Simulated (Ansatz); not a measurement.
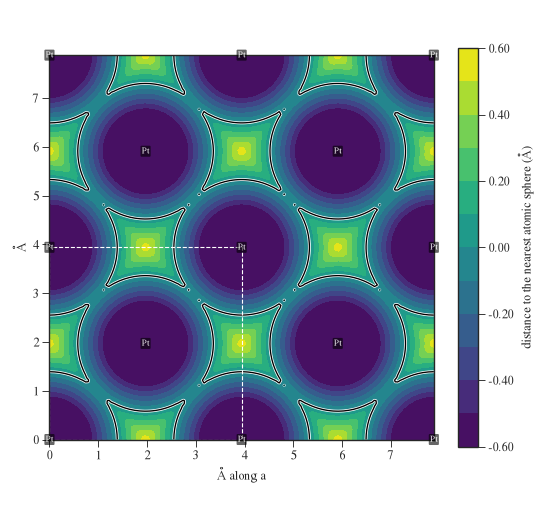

Map of the distance to the nearest atomic sphere in Pt (Fm-3m), computed on the section y = 0.000 (parallel to a and c; the dashed line is one cell). The black line marks the spheres' surfaces; positive values are empty space; unlabelled circles belong to atoms above or below the section.

Atoms are hard spheres with metallic radii: Pt 1.39 Å.

Source of the atomic positions: the input geometry of an electronic-structure calculation (not necessarily at equilibrium).

```
Pt
1.0
     3.94015    0.00000    0.00000
     0.00000    3.94015    0.00000
     0.00000    0.00000    3.94015
Pt
4
Direct
  0.00000 0.00000 0.00000
  0.00000 0.50000 0.50000
  0.50000 0.00000 0.50000
  0.50000 0.50000 0.00000
```

Where is the largest hole in this section, and how large is it?

Answer. At 0.000, 0.000, 0.500 (fractional), where the distance reaches 0.58 Å; it is enclosed by 6 Pt in an octahedral arrangement. It is the largest hole of the crystal.

How much of the crystal lies outside the spheres?

Answer. About 27 % of the cell's volume, and 22 % of this section's area.

What can pass through?

Answer. The largest sphere that fits anywhere has a diameter of 1.16 Å; the largest that can travel through the crystal, about 0.4 Å.
